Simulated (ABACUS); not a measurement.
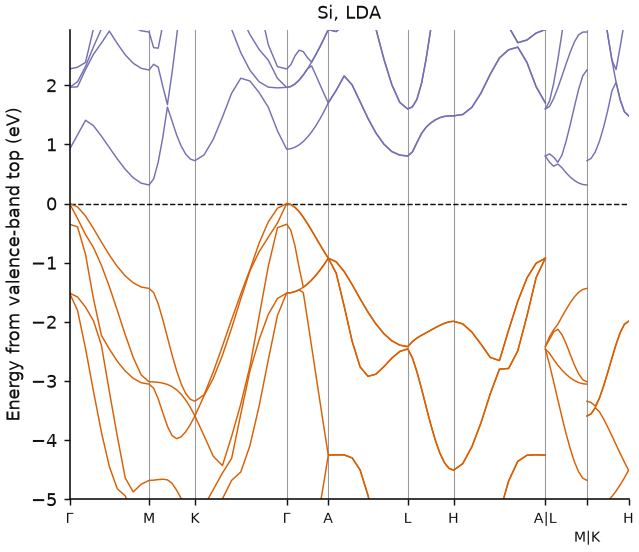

Band structure. Energies are counted from the top of the valence band.

### What lattice type does the k path imply?

A hexagonal (primitive) lattice: the path Γ–M–K–Γ–A–L–H–A|L–M|K–H runs through the special points of its Brillouin zone.

The ABACUS input:

INPUT:
```
INPUT_PARAMETERS
suffix              Si
calculation         nscf
basis_type          pw
pseudo_dir          ./
symmetry            -1
dft_functional      pz
ecutwfc             40.0
pseudo_rcut         10
nspin               1
nbands              18
ks_solver           dav
smearing_method     fd
smearing_sigma      0.00367493
scf_thr             1e-08
scf_nmax            100
mixing_type         broyden
mixing_beta         0.7
ecutrho             320.0
init_chg            file
pw_diag_thr         1e-07
out_band            1
kpar                4
```

STRU:
```
ATOMIC_SPECIES
Si 28.0850 si_lda_v1.uspp.F.UPF

LATTICE_CONSTANT
1.8897261246

LATTICE_VECTORS
3.8313174605 0.0000000000 0.0000000000
-1.9156587303 3.3180182508 0.0000000000
0.0000000000 0.0000000000 6.3326220002

ATOMIC_POSITIONS
Direct

Si
0.0
4
0.6666666667 0.3333333333 0.9369905000 1 1 1
0.3333333333 0.6666666667 0.4369905000 1 1 1
0.6666666667 0.3333333333 0.5630095000 1 1 1
0.3333333333 0.6666666667 0.0630095000 1 1 1
```

KPT:
```
K_POINTS
12
Line
0.00000000 0.00000000 0.00000000 10 // G
0.50000000 0.00000000 0.00000000 10 // M
0.33333333 0.33333333 0.00000000 10 // K
0.00000000 0.00000000 0.00000000 10 // G
0.00000000 0.00000000 0.50000000 10 // A
0.50000000 0.00000000 0.50000000 10 // L
0.33333333 0.33333333 0.50000000 10 // H
0.00000000 0.00000000 0.50000000 1 // A
0.50000000 0.00000000 0.50000000 10 // L
0.50000000 0.00000000 0.00000000 1 // M
0.33333333 0.33333333 0.00000000 10 // K
0.33333333 0.33333333 0.50000000 1 // H
```

System: hexagonal-diamond (lonsdaleite-type) Si, space group P6_3/mmc (No. 194), 4 atoms in the cell.

Method: LDA, GBRV ultrasoft 1.5 LDA, no spin polarisation, no spin-orbit coupling, 544 eV cutoff, Fermi-Dirac smearing of 0.05 eV (ABACUS 3.10.1).

### What does the band structure say about the gap?

The bands leave a gap. The gap along this path is 0.31 eV and indirect, from the valence-band top at Γ to the conduction-band bottom at M; the smallest direct gap is 0.92 eV, at Γ.

The density is read from an earlier self-consistent run, whose mesh may be coarse. LDA, GGA and most meta-GGA functionals understate gaps. This isn't the form of Si at room conditions, which is diamond.
